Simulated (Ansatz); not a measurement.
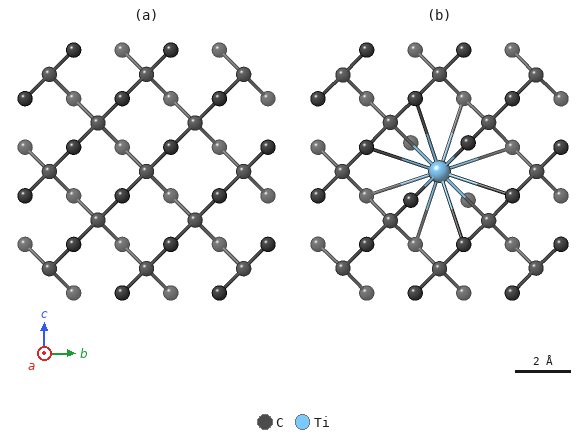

Left: perfect C. Right: the same region with one point defect, after relaxing the atoms in a supercell of 54 sites. Style: ball-and-stick. Shown: the atoms within 5.4 Å of one point, in a slice 3.4 Å thick across the line of sight, along the a axis.

All numbers below come from Ansatz 0.2.0, DFT, PBE, plane-wave PAW, default files, scalar-relativistic. Set-up: plane-wave cutoff 420 eV; k-point mesh 3 × 3 × 3; occupations fermi dirac; smearing width 0.01 eV; no spin polarisation. The axes drawn are those of the host's conventional cell.

> Which defect is it?

A carbon atom is replaced by titanium.

The charge state of the cell is 0.

> What does the relaxation do around it?

In the host the C atom has 4 C at 1.54 Å; the Ti atom ends with 4 C at 1.82 Å. Of the host's atoms, a carbon atom moves furthest from its site, by 0.28 Å. Relaxing the atoms from the host's sites lowers the energy by 10.23 eV.

Limits of the set-up: the periodic images lie only 7.6 Å apart, so the values are limited by the cell's size.
